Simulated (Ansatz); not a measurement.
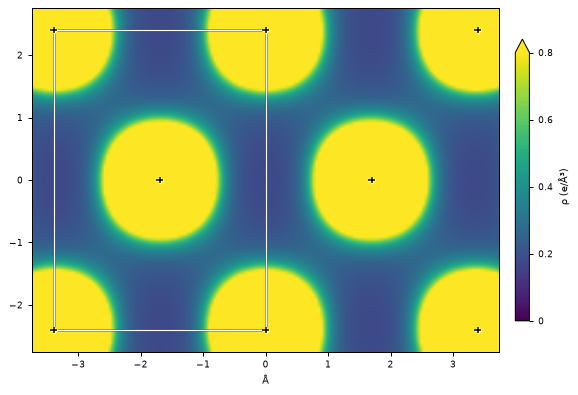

The valence electron density on a plane through atoms (crosses mark nuclei in the plane).

The calculation used DFT r2SCAN, scalar-relativistic, plane waves, PAW (Ansatz 0.2.0).

Candidates:
A. Ta, a = 3.30 Å, b = 3.30 Å, c = 3.30 Å, α = 90.00°, β = 90.00°, γ = 90.00°. Space group Im-3m; computed without spin polarisation.
B. Mo, a = 3.39 Å, b = 3.39 Å, c = 3.39 Å, α = 90.00°, β = 90.00°, γ = 90.00°. Space group Im-3m; changed on purpose from its base cell (strain +0.080 along x and y, +0.080 along z, atoms carried along); computed pressure about −38 GPa in this cell; computed without spin polarisation.

Which candidate gave the map?

Candidate B: Mo on the (110) plane of the conventional cell, which holds Mo. Mo–Mo (2.94 Å): the density is about 0.28 e/Å³ at the midpoint.
